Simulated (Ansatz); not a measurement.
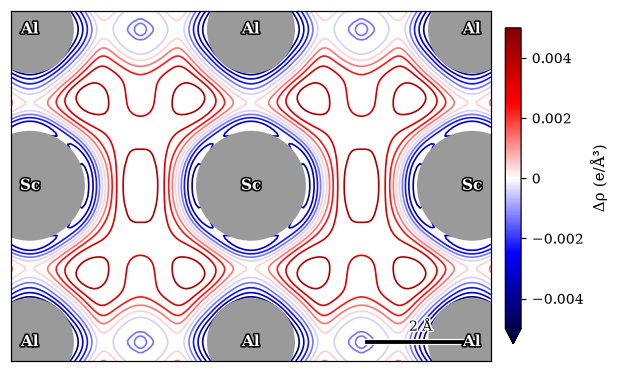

ScAl₃: difference of two self-consistent densities at the same geometry, ρ(r2SCAN) − ρ(PBE), on the (110) plane of the conventional cell. Grey discs cover the cores, where the PAW densities can't be compared. Cores are masked to 1.0 Å (Sc) and 0.8 Å (Al).

Space group Pm-3m. The cell comes from a database of computed structures, not from a measurement.

Both runs: Ansatz, scalar-relativistic, plane waves and PAW, same cutoff, k-points and PAW files (made with PBE).

```yaml
crystal:
  lattice:
    - [4.08781, 0.00000, 0.00000]
    - [0.00000, 4.08781, 0.00000]
    - [0.00000, 0.00000, 4.08781]
  atoms:
    - { symbol: Sc, position: [0.00000, 0.00000, 0.00000] }
    - { symbol: Al, position: [0.50000, 0.00000, 0.50000] }
    - { symbol: Al, position: [0.00000, 0.50000, 0.50000] }
    - { symbol: Al, position: [0.50000, 0.50000, 0.00000] }
```

Question: What differs between the two levels of theory?

Answer: Against PBE, and outside the masked cores, the largest gain, 0.005 e/Å³, lies 2.0 Å from a scandium nucleus and 2.0 Å from an aluminium one, and the largest loss lies at the edge of the masked cores of Sc and Al.
Bader charges are Sc +1.15 and Al −0.39 e with PBE and Sc +1.26 and Al −0.42 e with r2SCAN. Among metals such charges hang on how the charge between the atoms is shared out.
At this volume the pressure is 1 GPa with PBE and 0 GPa with r2SCAN.

Run times: 18 s (r2SCAN) and 14 s (base cell), on 1 thread of Arm Neoverse V2, with other jobs on the host.
